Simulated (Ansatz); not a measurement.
```yaml
crystal:
  lattice:
    - [7.41801, 0.00000, 0.00000]
    - [0.00000, 7.41801, 0.00000]
    - [0.00000, 0.00000, 7.41801]
  atoms:
    - { symbol: Ba, position: [0.00000, 0.00000, 0.00000] }
    - { symbol: Ba, position: [0.50000, 0.50000, 0.00000] }
    - { symbol: Ba, position: [0.50000, 0.00000, 0.50000] }
    - { symbol: Ba, position: [0.00000, 0.50000, 0.50000] }
    - { symbol: Te, position: [0.50000, 0.00000, 0.00000] }
    - { symbol: Te, position: [0.00000, 0.50000, 0.00000] }
    - { symbol: Te, position: [0.00000, 0.00000, 0.50000] }
    - { symbol: Te, position: [0.50000, 0.50000, 0.50000] }
```

Space group Fm-3m; started from the rocksalt prototype, which need not be the ambient phase; changed on purpose from its base cell (hydrostatic strain +5.0%); computed pressure about −3 GPa in this cell.

The calculation used DFT, PBE, plane waves, PAW in Ansatz 0.2.0.

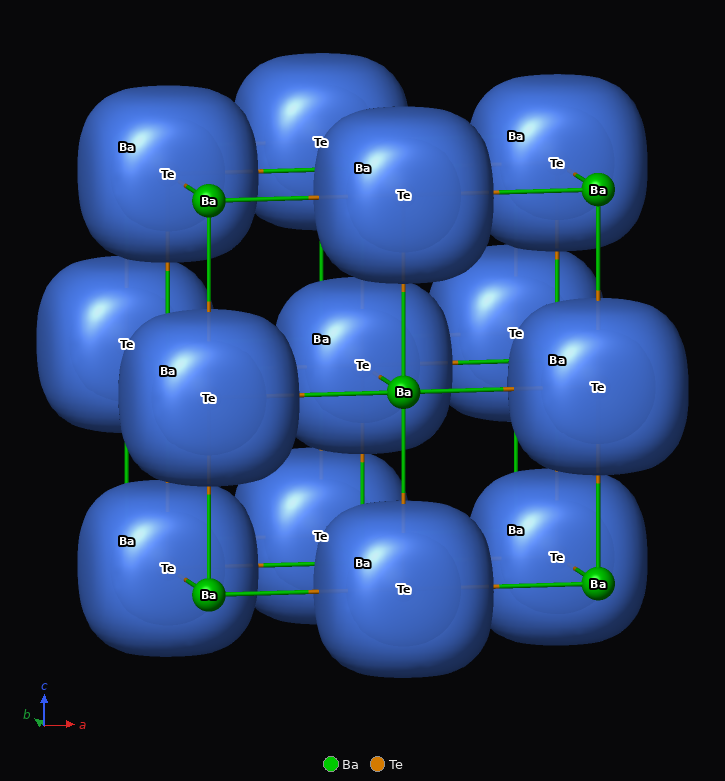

BaTe. Isosurface of the ELF at 0.6 (blue), seen slightly off an axis. Core shells and regions of very low density are left out. Sticks mark near contacts.

Core electrons are frozen (PAW), and the valence fields are smoothed inside the atomic spheres.

### Describe the localisation domains.

The ELF exceeds this value in four regions wrapped around Te (the valence shell of each), counted in one cell of 8 atoms. Regions shared between cells count once. Along the contacts the grid gives the following. Ba–Te (3.71 Å): the ELF peaks at about 0.75 in the valence shell of Te, 1.4 Å from its nucleus, and drops to about 0.10 between the two atoms; no shared electron pair shows on this line.

### Does the calculation make it a metal, or give it a gap?

It is gapped, with a Kohn–Sham gap of 1.9 eV on the k-point mesh (the band edges may lie off the mesh, which would make the gap smaller).
